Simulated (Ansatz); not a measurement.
**Run report: Zr$_{15}$SiO$_{32}$, geometry relaxation (part 1 of 4)**

Zr$_{15}$SiO$_{32}$ (defect cell, 48 atoms in the cell), computed with DFT PBE, scalar-relativistic, plane waves, PAW, no spin polarisation (Ansatz 0.2.0).

The structure derives from a Materials Project entry. It belongs to a series of runs on one base structure; here: Si on a Zr site (a), charge +0, atoms relaxed at the host's cell.

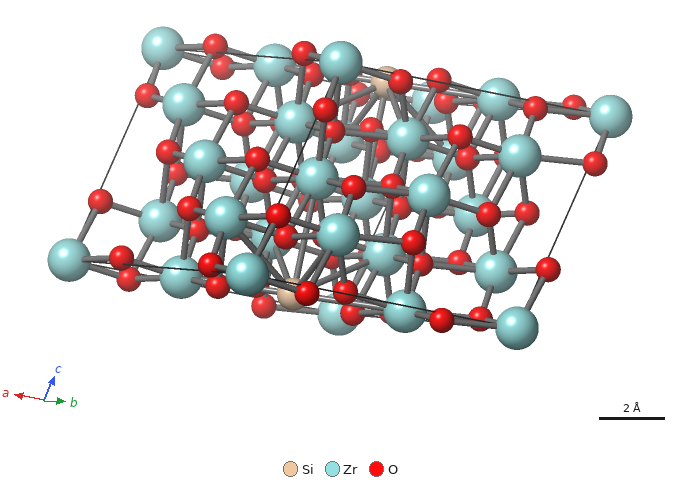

Figure 1. The input geometry (ball-and-stick view of the cell of the calculation, seen at an oblique angle). An atom can appear more than once, as a periodic image.

**Summary**

```json
{"quantity": "outcome", "value": "converged"}
{"quantity": "electrons treated", "value": "376"}
{"quantity": "free energy", "value": "−81632.1740 eV"}
{"quantity": "Fermi energy", "value": "12.413 eV"}
{"quantity": "gap on the k-point mesh", "value": "4.11 eV"}
{"quantity": "final volume", "value": "554.09 Å³"}
{"quantity": "largest force (length of the vector) at the end", "value": "0.002 eV/Å"}
{"quantity": "hardware", "value": "4 threads of Intel Xeon @ 2.50GHz (Skylake/Cascade Lake), 32 GiB of memory available, shared host"}
{"quantity": "wall time", "value": "3.1 min (CPU time 12 min)"}
{"quantity": "peak memory", "value": "2.2 GiB"}
```

**Input file**
```yaml
crystal:
  lattice:
    - [7.2420009765, 0.0, -5.282437799]
    - [0.0, 7.2420009765, 5.282437799]
    - [0.0, -7.2420009765, 5.282437799]
  atoms:
    - { symbol: Si, position: [0.5, 0.5, 0.0] }
    - { symbol: Zr, position: [0.5, 0.25, 0.25] }
    - { symbol: Zr, position: [0.5, 0.75, 0.75] }
    - { symbol: Zr, position: [0.5, 0.0, 0.5] }
    - { symbol: Zr, position: [0.0, 0.25, 0.75] }
    - { symbol: Zr, position: [0.0, 0.5, 0.5] }
    - { symbol: Zr, position: [0.0, 0.0, 0.0] }
    - { symbol: Zr, position: [0.0, 0.75, 0.25] }
    - { symbol: Zr, position: [0.25, 0.75, 0.0] }
    - { symbol: Zr, position: [0.25, 0.5, 0.25] }
    - { symbol: Zr, position: [0.25, 0.0, 0.75] }
    - { symbol: Zr, position: [0.25, 0.25, 0.5] }
    - { symbol: Zr, position: [0.75, 0.5, 0.75] }
    - { symbol: Zr, position: [0.75, 0.75, 0.5] }
    - { symbol: Zr, position: [0.75, 0.25, 0.0] }
    - { symbol: Zr, position: [0.75, 0.0, 0.25] }
    - { symbol: O, position: [0.5, 0.7785946913, 0.0285946913] }
    - { symbol: O, position: [0.5, 0.5285946913, 0.2785946913] }
    - { symbol: O, position: [0.5, 0.0285946913, 0.7785946913] }
    - { symbol: O, position: [0.5, 0.2785946913, 0.5285946913] }
    - { symbol: O, position: [0.0, 0.5285946913, 0.7785946913] }
    - { symbol: O, position: [0.0, 0.7785946913, 0.5285946913] }
    - { symbol: O, position: [0.0, 0.2785946913, 0.0285946913] }
    - { symbol: O, position: [0.0, 0.0285946913, 0.2785946913] }
    - { symbol: O, position: [0.0, 0.7785946913, 0.0285946913] }
    - { symbol: O, position: [0.0, 0.5285946913, 0.2785946913] }
    - { symbol: O, position: [0.0, 0.0285946913, 0.7785946913] }
    - { symbol: O, position: [0.0, 0.2785946913, 0.5285946913] }
    - { symbol: O, position: [0.5, 0.5285946913, 0.7785946913] }
    - { symbol: O, position: [0.5, 0.7785946913, 0.5285946913] }
    - { symbol: O, position: [0.5, 0.2785946913, 0.0285946913] }
    - { symbol: O, position: [0.5, 0.0285946913, 0.2785946913] }
    - { symbol: O, position: [0.25, 0.7214053087, 0.2214053087] }
    - { symbol: O, position: [0.25, 0.4714053087, 0.4714053087] }
    - { symbol: O, position: [0.25, 0.9714053087, 0.9714053087] }
    - { symbol: O, position: [0.25, 0.2214053087, 0.7214053087] }
    - { symbol: O, position: [0.75, 0.4714053087, 0.9714053087] }
    - { symbol: O, position: [0.75, 0.7214053087, 0.7214053087] }
    - { symbol: O, position: [0.75, 0.2214053087, 0.2214053087] }
    - { symbol: O, position: [0.75, 0.9714053087, 0.4714053087] }
    - { symbol: O, position: [0.25, 0.7214053087, 0.7214053087] }
    - { symbol: O, position: [0.25, 0.4714053087, 0.9714053087] }
    - { symbol: O, position: [0.25, 0.9714053087, 0.4714053087] }
    - { symbol: O, position: [0.25, 0.2214053087, 0.2214053087] }
    - { symbol: O, position: [0.75, 0.4714053087, 0.4714053087] }
    - { symbol: O, position: [0.75, 0.7214053087, 0.2214053087] }
    - { symbol: O, position: [0.75, 0.2214053087, 0.7214053087] }
    - { symbol: O, position: [0.75, 0.9714053087, 0.9714053087] }
  host:
    lattice:
      - [3.6210004882, 0.0, 0.0]
      - [0.0, 3.6210004882, 0.0]
      - [0.0, 0.0, 5.282437799]
    atoms:
      - { symbol: Zr, position: [0.0, 0.0, 0.0] }
      - { symbol: Zr, position: [0.5, 0.5, 0.5] }
      - { symbol: O, position: [0.0, 0.5, 0.3071893825] }
      - { symbol: O, position: [0.0, 0.5, 0.8071893825] }
      - { symbol: O, position: [0.5, 0.0, 0.6928106175] }
      - { symbol: O, position: [0.5, 0.0, 0.1928106175] }
basis:
  ecutwfc: 420
  xc_grid: 2
kpoints:
  mp_grid: { grid: [2, 2, 2], shift: [0.5, 0.5, 0.5] }
hamiltonian:
  xc: pbe
scf:
  occupations: { method: gaussian, width: 0.01 }
output:
  forces: true
  stress: false
  eigenvalues: true
  charged_corrections: { defect_position: [0.5, 0.5, 0.0] }
  write_density: true
  write_potential: true
  elf: true
  volumetric_format: npy
relax:
  adjacent_minimum: "off"
  f_tol: 0.025
  max_steps: 45
```

Launched with:
```bash
ansatz run input.yaml --threads 4 --pin off --max-ram 10240MiB --backend cpu --events-out ev --progress --plain --runs-dir out
```

**Output**
```
Engine: ansatz 0.2.0, x86_64-unknown-linux-gnu
Pseudopotentials: kind: paw
Pseudopotential: Si, paw, valence charge 4, recommended cutoff 420 eV (normal), Si.paw.azcp
Pseudopotential: Zr, paw, valence charge 12, recommended cutoff 420 eV (normal), Zr.paw.azcp
Pseudopotential: O, paw, valence charge 6, recommended cutoff 420 eV (normal), O.paw.azcp
Functional definition: PBE
  parameter kappa = 0.804
  parameter beta = 0.06672455060314922
  exchange = pbe_x(kappa = kappa, mu = beta*pi^2/3)
  correlation = pbe_c(beta = beta)
Crystal: 48 atoms, lattice volume = 554.092 Å³
Basis set: ecut = 420 eV, 10793 PW (Γ), exchange–correlation on 120×120×120 points (8 copies of the dense FFT grid, shifted against one another)
Bands: 236, of which v1, the nominal top of the filled ones, is band 188 counted from 1 (187 counted from 0)
Symmetry: 8 space group operations
Space group: I-42m (ITA 121), of the structure as read, at distance tolerance 8.2e-5 Å
k-points: 3 of 8 (time reversal used)
Non-local potential: Si, projectors of the file, l = 0: 2, l = 1: 2, l = 2: 2
Non-local potential: Zr, projectors of the file, l = 0: 3, l = 1: 2, l = 2: 2, l = 3: 2
Non-local potential: O, projectors of the file, l = 0: 2, l = 1: 2, l = 2: 1
PAW form: soft (Blöchl's): semilocal exchange-correlation on the pseudo side does not see the compensation charge
PAW one-centre angular grid: Si, 110 points (default); XC on 64 Gauss nodes
PAW one-centre angular grid: Zr, 590 points (default); XC on 64 Gauss nodes
PAW one-centre angular grid: O, 110 points (default); XC on 64 Gauss nodes
Initial density: superposition of atomic densities (neutral atoms: chi_scale 0, normalization atom), corrected by the library's trained network
Initial wavefunctions: pseudopotential atomic-orbital guess
Functional: x = pbe(κ = 0.804, μ = 0.2195149727645171), c = pbe(β = 0.06672455060314922)
SCF iter   1: F=—  HF=-81627.903754 eV  |F-HF|=—  |Δ(HF+E_count)|=         —  Δρ=4.21e-3  dr2=9.75e-2  ethr=1.77e-3  ⟨swp⟩=5.3  Hψ=2533  notcnv=0  defer=64
preconditioner: auto → Resta (q_TF=auto, 2.558 Å⁻¹)  ε∞=4.2  [insulator: Δε(μ)=2.731 eV  Ē_g=16.385 eV  σ=0.010 eV  W_gap=1.00  n_scr=148 (ndim 8)  ℏωp=29.3 eV  f_vac=0.020  D(μ)=0.00/eV (n_scr^D=0)  ε∞_Penn≈4.2]
SCF iter   2: F=—  HF=-81627.885095 eV  |F-HF|=—  |Δ(HF+E_count)|=   1.87e-2  Δρ=2.28e-3  dr2=1.70e-2  ethr=2.59e-5  ⟨swp⟩=2.3  Hψ=1306  notcnv=0  defer=123
SCF iter   3: F=—  HF=-81627.884039 eV  |F-HF|=—  |Δ(HF+E_count)|=   1.06e-3  Δρ=1.04e-3  dr2=4.93e-3  ethr=4.52e-6  ⟨swp⟩=2.7  Hψ=991  notcnv=0  defer=123
SCF iter   4: F=—  HF=-81627.881955 eV  |F-HF|=—  |Δ(HF+E_count)|=   2.08e-3  Δρ=2.60e-4  dr2=2.82e-4  ethr=1.31e-6  ⟨swp⟩=2.0  Hψ=1060  notcnv=0  defer=123
SCF iter   5: F=—  HF=-81627.882032 eV  |F-HF|=—  |Δ(HF+E_count)|=   7.71e-5  Δρ=1.49e-4  dr2=1.10e-4  ethr=7.51e-8  ⟨swp⟩=2.0  Hψ=969  notcnv=0  defer=123
SCF iter   6: F=-81627.882024 eV  HF=-81627.882021 eV  |F-HF|=3.92e-6  |Δ(HF+E_count)|=   1.16e-5  Δρ=3.81e-5  dr2=6.79e-6  ethr=4.16e-9  ⟨swp⟩=15.3  Hψ=5872  notcnv=0
SCF 1 converged in 6 iterations: F = -81627.882024 eV  dr2 = 6.79e-6
  greatest PAW one-centre occupation: 0.995 electrons in one spin orbital (limit 2), on the Zr atom at site 15 (counted from 0), in its partial waves of l = 0
relax step   1: F+E_penalty+E_count = -81627.88202450 eV  Δ(F+E_penalty+E_count) = +0.000e0 eV  max|allowed force component| = 2.666e0 eV/Å  Δτ_max = 0.0000 Å  (6 SCF iters, dr2 threshold 1.56e-5 eV, accepted)
Initial density: handed on by an earlier stage of this run
Initial wavefunctions: those handed on with the density
iter 1 solved again at ethr=7.67e-5 eV; its pass at ethr=3.10e-3 eV (dr2=2.89e-1 eV) is discarded
SCF iter   1: F=—  HF=-81629.396562 eV  |F-HF|=—  |Δ(HF+E_count)|=         —  Δρ=1.11e-2  dr2=2.90e-1  ethr=7.67e-5  ⟨swp⟩=1.0  Hψ=2295  notcnv=0  defer=124
preconditioner: auto → Resta (q_TF=auto, 2.558 Å⁻¹)  ε∞=4.2  [insulator: Δε(μ)=3.722 eV  Ē_g=16.407 eV  σ=0.010 eV  W_gap=1.00  n_scr=148 (ndim 8)  ℏωp=29.3 eV  f_vac=0.018  D(μ)=0.00/eV (n_scr^D=0)  ε∞_Penn≈4.2]
SCF iter   2: F=—  HF=-81629.372816 eV  |F-HF|=—  |Δ(HF+E_count)|=   2.37e-2  Δρ=5.19e-3  dr2=4.86e-2  ethr=7.67e-5  ⟨swp⟩=2.7  Hψ=993  notcnv=0  defer=124
SCF iter   3: F=—  HF=-81629.374118 eV  |F-HF|=—  |Δ(HF+E_count)|=   1.30e-3  Δρ=2.52e-3  dr2=1.25e-2  ethr=1.29e-5  ⟨swp⟩=2.0  Hψ=1016  notcnv=0  defer=124
SCF iter   4: F=—  HF=-81629.376469 eV  |F-HF|=—  |Δ(HF+E_count)|=   2.35e-3  Δρ=3.11e-4  dr2=4.84e-4  ethr=3.32e-6  ⟨swp⟩=2.0  Hψ=988  notcnv=0  defer=124
SCF iter   5: F=—  HF=-81629.376592 eV  |F-HF|=—  |Δ(HF+E_count)|=   1.23e-4  Δρ=2.41e-4  dr2=2.66e-4  ethr=1.29e-7  ⟨swp⟩=2.0  Hψ=968  notcnv=0  defer=124
SCF iter   6: F=-81629.376551 eV  HF=-81629.376545 eV  |F-HF|=5.71e-6  |Δ(HF+E_count)|=   4.70e-5  Δρ=5.58e-5  dr2=1.02e-5  ethr=2.66e-8  ⟨swp⟩=16.3  Hψ=5887  notcnv=0
SCF 2 converged in 6 iterations: F = -81629.376551 eV  dr2 = 1.02e-5
[... from here on the iterations of each SCF are left out, up to the last one ...]
relax step   2: F+E_penalty+E_count = -81629.37655088 eV  Δ(F+E_penalty+E_count) = -1.495e0 eV  max|allowed force component| = 1.843e0 eV/Å  Δτ_max = 0.1453 Å  (6 SCF iters, dr2 threshold 1.00e-4 eV, accepted)
preconditioner: auto → Resta (q_TF=auto, 2.558 Å⁻¹)  ε∞=4.2  [insulator: Δε(μ)=4.012 eV  Ē_g=16.449 eV  σ=0.010 eV  W_gap=1.00  n_scr=148 (ndim 8)  ℏωp=29.3 eV  f_vac=0.017  D(μ)=0.00/eV (n_scr^D=0)  ε∞_Penn≈4.2]
SCF 3 converged in 7 iterations: F = -81630.807298 eV  dr2 = 4.20e-6
relax step   3: F+E_penalty+E_count = -81630.80729767 eV  Δ(F+E_penalty+E_count) = -1.431e0 eV  max|allowed force component| = 1.173e0 eV/Å  Δτ_max = 0.1901 Å  (7 SCF iters, dr2 threshold 1.00e-4 eV, accepted)
preconditioner: auto → Resta (q_TF=auto, 2.558 Å⁻¹)  ε∞=4.2  [insulator: Δε(μ)=4.131 eV  Ē_g=16.468 eV  σ=0.010 eV  W_gap=1.00  n_scr=148 (ndim 8)  ℏωp=29.3 eV  f_vac=0.017  D(μ)=0.00/eV (n_scr^D=0)  ε∞_Penn≈4.2]
SCF 4 converged in 6 iterations: F = -81631.399152 eV  dr2 = 2.66e-5
relax step   4: F+E_penalty+E_count = -81631.39915181 eV  Δ(F+E_penalty+E_count) = -5.919e-1 eV  max|allowed force component| = 1.337e0 eV/Å  Δτ_max = 0.1950 Å  (6 SCF iters, dr2 threshold 1.00e-4 eV, accepted)
preconditioner: auto → Resta (q_TF=auto, 2.558 Å⁻¹)  ε∞=4.2  [insulator: Δε(μ)=3.933 eV  Ē_g=16.431 eV  σ=0.010 eV  W_gap=1.00  n_scr=148 (ndim 8)  ℏωp=29.3 eV  f_vac=0.017  D(μ)=0.00/eV (n_scr^D=0)  ε∞_Penn≈4.2]
SCF 5 converged in 6 iterations: F = -81631.858113 eV  dr2 = 1.16e-5
relax step   5: F+E_penalty+E_count = -81631.85811259 eV  Δ(F+E_penalty+E_count) = -4.590e-1 eV  max|allowed force component| = 5.227e-1 eV/Å  Δτ_max = 0.0924 Å  (6 SCF iters, dr2 threshold 1.00e-4 eV, accepted)
preconditioner: auto → Resta (q_TF=auto, 2.558 Å⁻¹)  ε∞=4.2  [insulator: Δε(μ)=4.122 eV  Ē_g=16.446 eV  σ=0.010 eV  W_gap=1.00  n_scr=148 (ndim 8)  ℏωp=29.3 eV  f_vac=0.016  D(μ)=0.00/eV (n_scr^D=0)  ε∞_Penn≈4.2]
SCF 6 converged in 7 iterations: F = -81632.110652 eV  dr2 = 3.08e-6
relax step   6: F+E_penalty+E_count = -81632.11065191 eV  Δ(F+E_penalty+E_count) = -2.525e-1 eV  max|allowed force component| = 2.719e-1 eV/Å  Δτ_max = 0.1371 Å  (7 SCF iters, dr2 threshold 4.17e-5 eV, accepted)
preconditioner: auto → Resta (q_TF=auto, 2.558 Å⁻¹)  ε∞=4.2  [insulator: Δε(μ)=4.085 eV  Ē_g=16.432 eV  σ=0.010 eV  W_gap=1.00  n_scr=148 (ndim 8)  ℏωp=29.3 eV  f_vac=0.016  D(μ)=0.00/eV (n_scr^D=0)  ε∞_Penn≈4.2]
SCF 7 converged in 7 iterations: F = -81632.090893 eV  dr2 = 1.65e-6
relax step   7: F+E_penalty+E_count = -81632.09089313 eV  Δ(F+E_penalty+E_count) = +1.976e-2 eV  max|allowed force component| = 4.802e-1 eV/Å  Δτ_max = 0.0754 Å  (7 SCF iters, dr2 threshold 1.13e-5 eV, rejected (line search))
preconditioner: auto → Resta (q_TF=auto, 2.558 Å⁻¹)  ε∞=4.2  [insulator: Δε(μ)=4.103 eV  Ē_g=16.426 eV  σ=0.010 eV  W_gap=1.00  n_scr=148 (ndim 8)  ℏωp=29.3 eV  f_vac=0.016  D(μ)=0.00/eV (n_scr^D=0)  ε∞_Penn≈4.2]
SCF 8 converged in 9 iterations: F = -81632.164178 eV  dr2 = 1.80e-8
relax step   8: F+E_penalty+E_count = -81632.16417807 eV  Δ(F+E_penalty+E_count) = -5.353e-2 eV  max|allowed force component| = 7.316e-2 eV/Å  Δτ_max = 0.0362 Å  (9 SCF iters, accepted)
preconditioner: auto → Resta (q_TF=auto, 2.558 Å⁻¹)  ε∞=4.2  [insulator: Δε(μ)=4.114 eV  Ē_g=16.427 eV  σ=0.010 eV  W_gap=1.00  n_scr=148 (ndim 8)  ℏωp=29.3 eV  f_vac=0.016  D(μ)=0.00/eV (n_scr^D=0)  ε∞_Penn≈4.2]
SCF 9 converged in 8 iterations: F = -81632.173059 eV  dr2 = 7.22e-8
relax step   9: F+E_penalty+E_count = -81632.17305937 eV  Δ(F+E_penalty+E_count) = -8.881e-3 eV  max|allowed force component| = 6.440e-2 eV/Å  Δτ_max = 0.0412 Å  (8 SCF iters, accepted)
preconditioner: auto → Resta (q_TF=auto, 2.558 Å⁻¹)  ε∞=4.2  [insulator: Δε(μ)=4.109 eV  Ē_g=16.424 eV  σ=0.010 eV  W_gap=1.00  n_scr=148 (ndim 8)  ℏωp=29.3 eV  f_vac=0.016  D(μ)=0.00/eV (n_scr^D=0)  ε∞_Penn≈4.2]
SCF 10 converged in 6 iterations: F = -81632.173845 eV  dr2 = 6.84e-8
relax step  10: F+E_penalty+E_count = -81632.17384511 eV  Δ(F+E_penalty+E_count) = -7.857e-4 eV  max|allowed force component| = 3.601e-2 eV/Å  Δτ_max = 0.0056 Å  (6 SCF iters, accepted)
SCF iter   1: F=—  HF=-81632.175598 eV  |F-HF|=—  |Δ(HF+E_count)|=         —  Δρ=1.14e-4  dr2=7.40e-5  ethr=1.41e-7  ⟨swp⟩=2.0  Hψ=1224  notcnv=0  defer=59
preconditioner: auto → Resta (q_TF=auto, 2.558 Å⁻¹)  ε∞=4.2  [insulator: Δε(μ)=4.105 eV  Ē_g=16.423 eV  σ=0.010 eV  W_gap=1.00  n_scr=148 (ndim 8)  ℏωp=29.3 eV  f_vac=0.016  D(μ)=0.00/eV (n_scr^D=0)  ε∞_Penn≈4.2]
SCF iter   2: F=—  HF=-81632.173970 eV  |F-HF|=—  |Δ(HF+E_count)|=   1.63e-3  Δρ=5.82e-5  dr2=1.53e-5  ethr=1.97e-8  ⟨swp⟩=2.0  Hψ=1102  notcnv=0  defer=60
SCF iter   3: F=—  HF=-81632.173968 eV  |F-HF|=—  |Δ(HF+E_count)|=   2.66e-6  Δρ=2.67e-5  dr2=3.48e-6  ethr=4.08e-9  ⟨swp⟩=2.0  Hψ=968  notcnv=0  defer=60
SCF iter   4: F=—  HF=-81632.173967 eV  |F-HF|=—  |Δ(HF+E_count)|=   5.86e-7  Δρ=5.93e-6  dr2=1.64e-7  ethr=9.26e-10  ⟨swp⟩=2.0  Hψ=968  notcnv=0  defer=60
SCF iter   5: F=-81632.173967 eV  HF=-81632.173967 eV  |F-HF|=5.73e-8  |Δ(HF+E_count)|=   2.62e-8  Δρ=4.17e-6  dr2=7.73e-8  ethr=2.66e-11  ⟨swp⟩=12.0  Hψ=4672  notcnv=0
SCF 11 converged in 5 iterations: F = -81632.173967 eV  dr2 = 7.73e-8
relax step  11: F+E_penalty+E_count = -81632.17396690 eV  Δ(F+E_penalty+E_count) = -1.218e-4 eV  max|allowed force component| = 1.165e-3 eV/Å  Δτ_max = 0.0017 Å  (5 SCF iters, accepted)
```

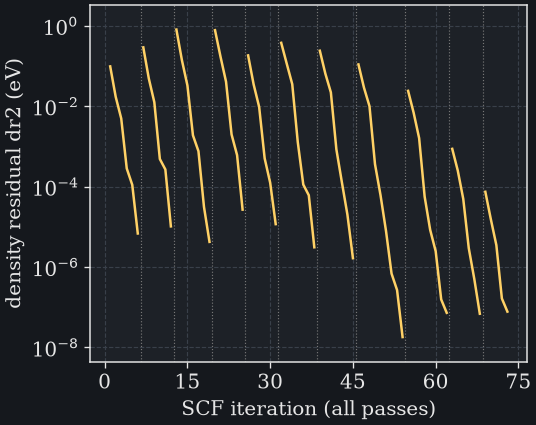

Figure 2. Convergence of the self-consistent field: density residual dr2 against the SCF iteration. The dotted lines part the SCF passes of the relaxation: geometry steps, rejected trials and re-solves on a re-selected basis. The 11 passes take 5 to 9 iterations each, 73 in all.

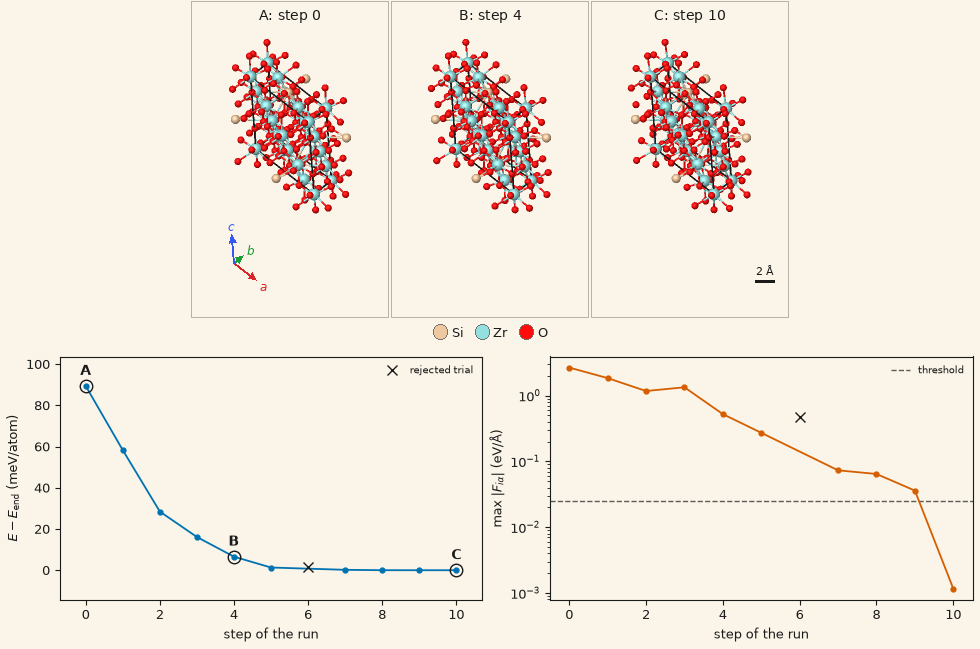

Figure 3. Frames of the relaxation (ball-and-stick view of the cell of the calculation, with bonded neighbours outside it, seen slightly off an axis) above the curves, on which the letters mark them (the first geometry is step 0 here and step 1 in the log).

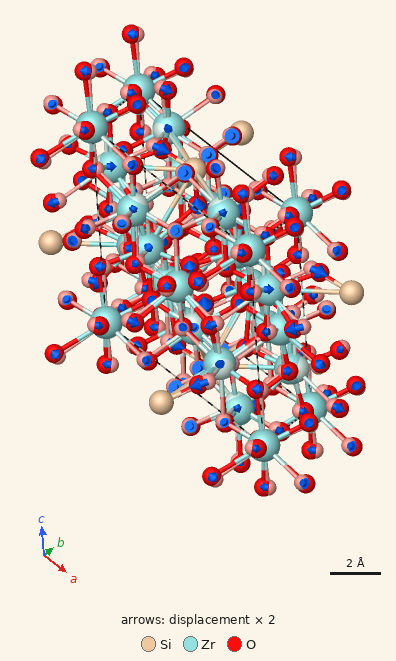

Figure 4. Start (faint) and end (solid) with the displacements as blue arrows, magnified 2 times (ball-and-stick view of the cell of the calculation, with bonded neighbours outside it, seen slightly off an axis). The energy falls by 89.4 meV per atom in 10 geometry steps. Largest force component: 2.7 eV/Å at the start, 0.0012 eV/Å at the end. The line search rejected the trial step at point 6 (counted from 0) and went back. The largest moves, 0.40 Å, are those of 8 atoms (O17, O18, O29, O31 and others). Largest moves by element: O 0.40 Å, Zr 0.20 Å. Si stays in place. The cell stays as it was. Among the contacts that change: Zr2–O20 2.431 → 2.852 Å, Si1–O29 2.077 → 1.677 Å, Zr2–O18 2.431 → 2.145 Å, Zr10–O42 2.431 → 2.705 Å. Among the angles that change: Zr12–O20–Zr13 121.3° → 134.3°, Zr8–O37–Zr13 109.1° → 119.9°, Zr5–O27–Zr11 109.1° → 99.1°. (Atoms are counted from 1 in the order of the input.)
